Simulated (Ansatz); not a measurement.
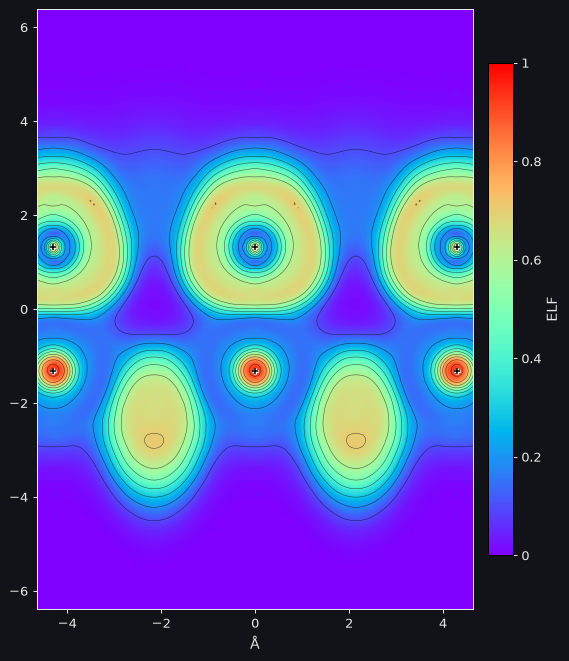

The electron localisation function on a plane through atoms (crosses mark nuclei in the plane).

Computed with DFT PBE, scalar-relativistic, plane waves, PAW (Ansatz 0.2.0).

Candidates:
A. Al, a = 4.04 Å, b = 4.04 Å, c = 4.04 Å, α = 90.00°, β = 90.00°, γ = 90.00°. Space group Fm-3m; computed without spin polarisation.
B. CuI (slab), a = 4.30 Å, b = 4.30 Å, c = 19.39 Å, α = 90.00°, β = 90.00°, γ = 120.00°. Not relaxed (largest force 0.9 eV/Å); computed without spin polarisation.

Which candidate gave the map?

Answer. Candidate B: CuI on the (11̄0) plane of the calculation cell, a cut from vacuum to vacuum, which holds Cu and I. Cu–I (2.63 Å): the ELF is about 0.50 at the midpoint.
